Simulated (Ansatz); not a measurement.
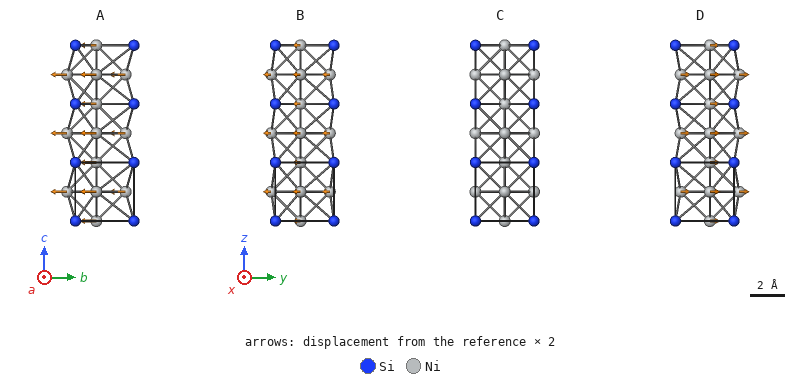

A scan of solid SiNi3 (Pm-3m) along one coordinate. A ball-and-stick model of the cell of the calculation, repeated 1 × 1 × 3 with one cell outlined, seen along the a axis. Orange arrows: displacements from the reference.

Computed with DFT PBE, scalar-relativistic, plane waves, PAW in Ansatz. Settings: plane-wave cutoff 420 eV; k-point mesh 14 × 14 × 14; occupations gaussian; smearing width 0.15 eV; no spin polarisation. Energies (free energies at the smearing named) are counted from the relaxed crystal.

Question: What is being scanned?

Answer: The whole Ni sublattice is shifted rigidly, along Cartesian [0 1 0], all else fixed. In the frames the displacement is −0.50 Å (A), −0.25 Å (B), 0.00 Å (C), 0.3125 Å (D). Their energies are 802 meV/cell, 171 meV/cell, 0 meV/cell, 277 meV/cell.
